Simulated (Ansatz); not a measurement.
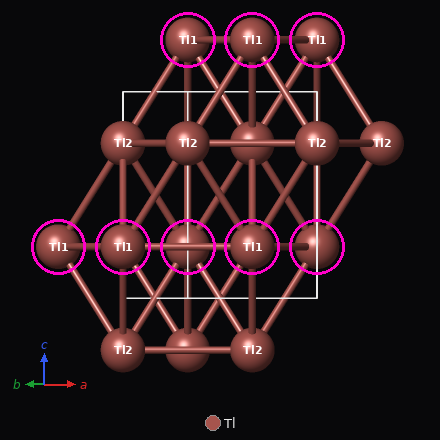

The system is Tl (P6_3/mmc, No. 194; 2 atoms in the cell); the picture shows the reference structure. Atom Tl1 is moved over a plane while all other atoms and the cell stay fixed (its periodic images move with it) (x along [1 0 0], y along [1 2 0], z along [0 0 1] of the conventional cell). Coordinates scanned: (1) shift of Tl1 along x; (2) shift of Tl1 along z. The scan uses a 5 × 5 grid; 9 points were computed and 16 follow by symmetry. Energies are in meV per cell, from the lowest grid point. The reference cell is the one listed in the database, not relaxed at this level. Level of theory: DFT PBE, scalar-relativistic, plane waves, PAW in Ansatz 0.2.0. Settings: cutoff 420 eV, k-mesh 18×18×10 in the order of the run's cell vectors, gaussian smearing 0.15 eV, no spin polarisation.

Its coordinates:

```xyz
2
Lattice="3.4560 0.0000 0.0000 -1.7280 2.9930 0.0000 0.0000 0.0000 5.5250" Properties=species:S:1:pos:R:3 pbc="T T T"
Tl    0.0000    1.9953    1.3813
Tl    1.7280    0.9977    4.1438
```

Range: shift of Tl1 along x from −0.30 to 0.30 Å; shift of Tl1 along z from −0.30 to 0.30 Å.

### What will the energy surface look like?

The lowest grid point is at shift of Tl1 along x = 0.00 Å, shift of Tl1 along z = 0.00 Å. It is the only kind of minimum in the scanned range. The highest grid point, shift of Tl1 along x = −0.30 Å, shift of Tl1 along z = −0.30 Å, lies 174 meV above the lowest. Near the minimum the curvatures are about 0.39 and 3.2 eV/Å² along the soft and the stiff direction.

```csv
"shift of Tl1 along z ↓, shift of Tl1 along x →",−0.30,−0.15,0.00,0.15,0.30
0.30,174,155,148,155,174
0.15,55,41,36,41,55
0.00,17,4,0,4,17
−0.15,55,41,36,41,55
−0.30,174,155,148,155,174
```

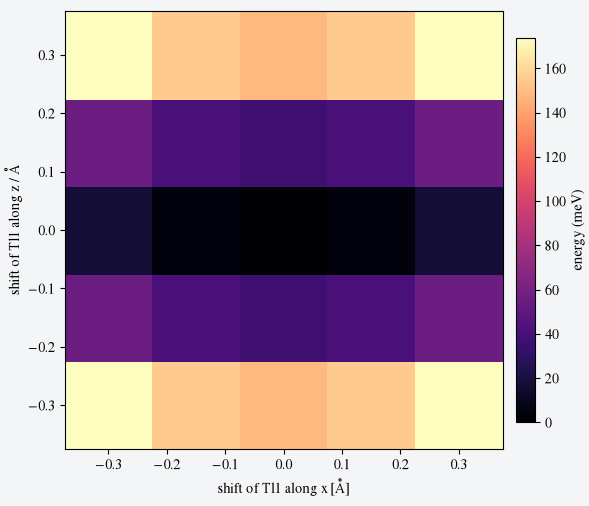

In the figure: one coloured cell a grid point.
